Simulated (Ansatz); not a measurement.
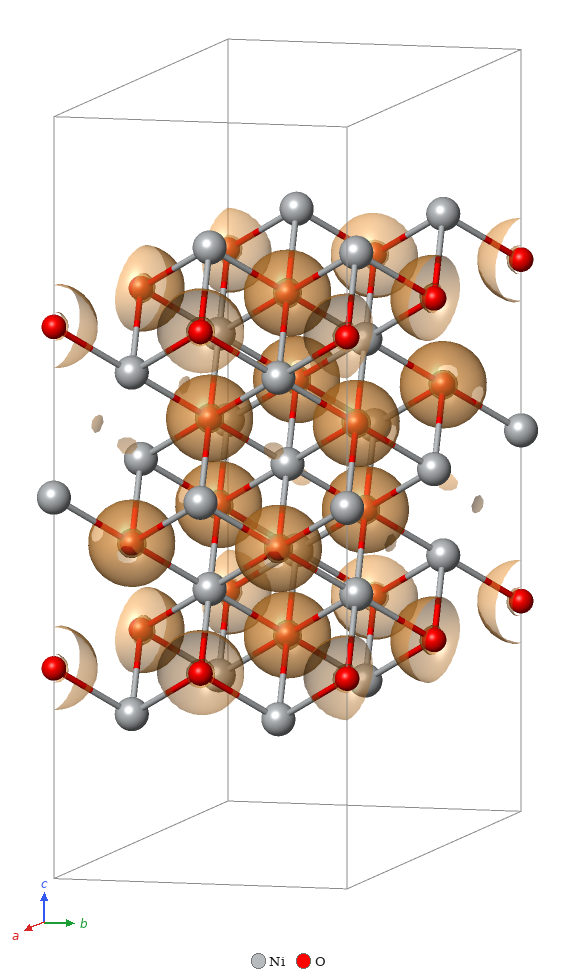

Figure. Ni5O4 (slab). Isosurface of the ELF at 0.6 (orange), seen at an oblique angle. Only the valence region is drawn (cores and ρ < 0.01 e/Å³ removed). Sticks mark near contacts.

Not relaxed (largest force 0.5 eV/Å); the SCF solution may not be the lowest one; the program warned that another magnetic order may lie lower and a starting moment wasn't kept; spin-polarised.

Level of theory: DFT PBEsol, scalar-relativistic, plane waves, PAW in Ansatz 0.2.0.

Core electrons are frozen (PAW), and the valence fields are smoothed inside the atomic spheres.

Input file:

```
crystal:
  lattice:
    - [2.9105323198, 0.0, 0.0]
    - [-1.4552661599, 2.5205949274, 0.0]
    - [0.0, 0.0, 24.5057587511]
  atoms:
    - { symbol: Ni, position: [0.6666666667, 0.3333333333, 0.3060505115], spin: 1.14 }
    - { symbol: O, position: [0.0, 0.0, 0.3545378836], spin: 0.2 }
    - { symbol: Ni, position: [0.3333333333, 0.6666666667, 0.4030252557], spin: 1.14 }
    - { symbol: O, position: [0.6666666667, 0.3333333333, 0.4515126279], spin: 0.2 }
    - { symbol: Ni, position: [0.0, 0.0, 0.5], spin: 1.14 }
    - { symbol: O, position: [0.3333333333, 0.6666666667, 0.5484873721], spin: 0.2 }
    - { symbol: Ni, position: [0.6666666667, 0.3333333333, 0.5969747443], spin: 1.14 }
    - { symbol: O, position: [0.0, 0.0, 0.6454621164], spin: 0.2 }
    - { symbol: Ni, position: [0.3333333333, 0.6666666667, 0.6939494885], spin: 1.14 }
basis:
  ecutwfc: 420
kpoints:
  mp_grid: { grid: [12, 12, 1] }
hamiltonian:
  xc: pbesol
scf:
  occupations: { method: gaussian, width: 0.1 }
output:
  forces: true
  stress: true
  eigenvalues: true
  populations: true
  write_density: true
  write_potential: true
  elf: true
  volumetric_format: npy
magnetization:
  spin_polarized: true
efield:
  axis: 3
  dipole_correction: true
  ramp_width: 0.04
```

Command:

```sh
ansatz run input.yaml --threads 1 --pin off --max-ram 2560MiB --backend cpu --events-out ev --progress --plain --runs-dir out
```

> Identify the bonds, lone pairs and shells in this picture.

The ELF exceeds this value in four regions wrapped around O (the valence shell of each), counted in one cell of 9 atoms. Counts are for one cell; the picture repeats the cell along the surface.

Values along the shortest contacts:
Ni–O (2.06 Å): the ELF peaks at about 0.80 in the valence shell of O, 0.6 Å from its nucleus, and is about 0.15 at the midpoint (no shared electron pair shows on this line).
